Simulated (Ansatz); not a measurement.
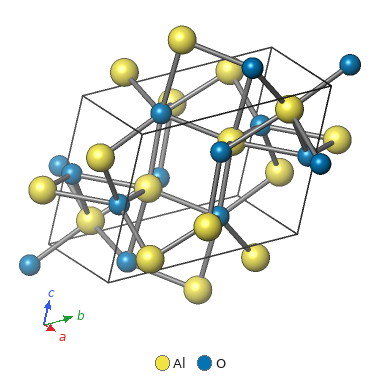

The system is Al₂O₃ (R-3c, No. 167; 10 atoms in the cell); the picture shows the reference structure. The energy is mapped over a free internal coordinate and the cell. Coordinates scanned: (1) shift of Al1 along [0 0 1] of the conventional cell, Cartesian (0 0 1), its symmetry partners moved as symmetry demands (measured in the relaxed cell); (2) c/a of the conventional cell at fixed volume. Nothing is relaxed (all other coordinates fixed). The scan uses a 7 × 7 grid. Points are written as (first, second). All energies are given in meV/atom relative to the lowest grid point. Method: DFT PBE, scalar-relativistic, plane waves, PAW in Ansatz 0.2.0. Settings: cutoff 520 eV, k-mesh 6×6×6, gaussian smearing 0.05 eV, no spin polarisation.

Its coordinates:

```yaml
crystal:
  lattice:
    - [2.40409, 1.38800, 4.37376]
    - [-2.40409, 1.38800, 4.37376]
    - [0.00000, -2.77600, 4.37376]
  atoms:
    - { symbol: Al, position: [0.85213, 0.85213, 0.85213] }
    - { symbol: Al, position: [0.64787, 0.64787, 0.64787] }
    - { symbol: Al, position: [0.14787, 0.14787, 0.14787] }
    - { symbol: Al, position: [0.35213, 0.35213, 0.35213] }
    - { symbol: O, position: [0.05616, 0.44384, 0.75000] }
    - { symbol: O, position: [0.75000, 0.05616, 0.44384] }
    - { symbol: O, position: [0.44384, 0.75000, 0.05616] }
    - { symbol: O, position: [0.94384, 0.55616, 0.25000] }
    - { symbol: O, position: [0.25000, 0.94384, 0.55616] }
    - { symbol: O, position: [0.55616, 0.25000, 0.94384] }
```

Range: shift of Al1 along [0 0 1] of the conventional cell, Cartesian (0 0 1), its symmetry partners moved as symmetry demands (measured in the relaxed cell) from −0.15 to 0.15 Å; c/a of the conventional cell at fixed volume from 2.183 to 3.275.

Question: Predict the map.

Answer: The lowest grid point is at (0.00 Å, 2.729). It is the only kind of minimum in the scanned range. The highest grid point, (−0.15 Å, 2.183), lies 586 meV/atom above the lowest. Round the minimum the valley is somewhat tilted: raising the first coordinate shifts the best value of the second coordinate downwards (coupling k₁₂/√(k₁₁k₂₂) about 0.3). The gap on the k-mesh is 5.9 eV at the lowest point and runs from 3.1 to 6.1 eV over the map.

```
second ↓, first →  −0.15  −0.10  −0.05  0.00  0.05  0.10  0.15
            3.275    281    256    247   251   267   296   336
            3.093    154    125    113   116   133   162   203
            2.911     86     49     31    30    44    71   109
            2.729     84     35      8     0     8    29    62
            2.547    158     93     53    33    32    45    71
            2.365    320    234    175   140   126   128   144
            2.183    586    471    388   333   301   289   293
```

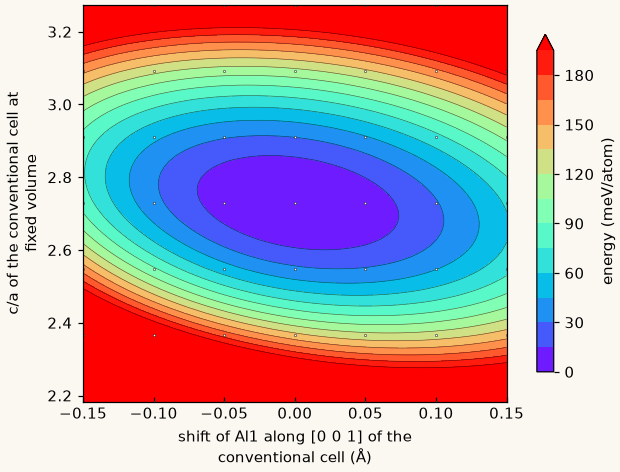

In the figure: filled contours, dots at the grid points, one colour for all values above the top of the scale. Between grid points the surface is interpolated.

Each point was launched as `ansatz run input.yaml --threads 2 --pin off --max-ram 4096MiB --backend cpu --events-out ev --progress --plain --runs-dir out`. Time for the 49 points that were run: 6.7 min on 2 threads of Arm Neoverse N1, with other jobs on the host.

PAW datasets: the set soft_1.
